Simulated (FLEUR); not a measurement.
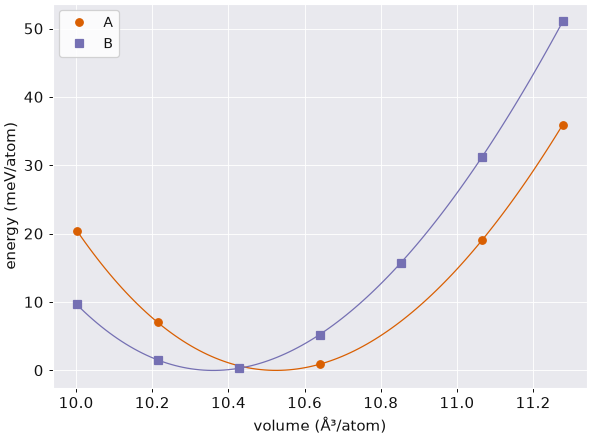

The picture above shows the energy against volume, with one curve for each functional, for Co (space group P6_3/mmc). The labels are replaced by letters. In alphabetical order the cases are: PBEsol; SCAN.

Computed with FLEUR MaX-R8.1 (later development tree): all-electron LAPW DFT, collinear spins; energies at scaled volumes of the given cell, shape and fractions fixed, counted from the fit's minimum, third-order Birch-Murnaghan fit. All runs: collinear spin.

```json
{"setting": "k mesh", "value": "12×12×7"}
{"setting": "occupations", "value": "Fermi–Dirac"}
{"setting": "smearing width", "value": "0.05 eV"}
{"setting": "potentials", "value": "all electron"}
```

Q: Which letter stands for which functional?

A: A: SCAN; B: PBEsol.

Limits of the calculation: shape and atomic fractions are frozen while scaling, which makes layered, chain and framework solids too stiff.
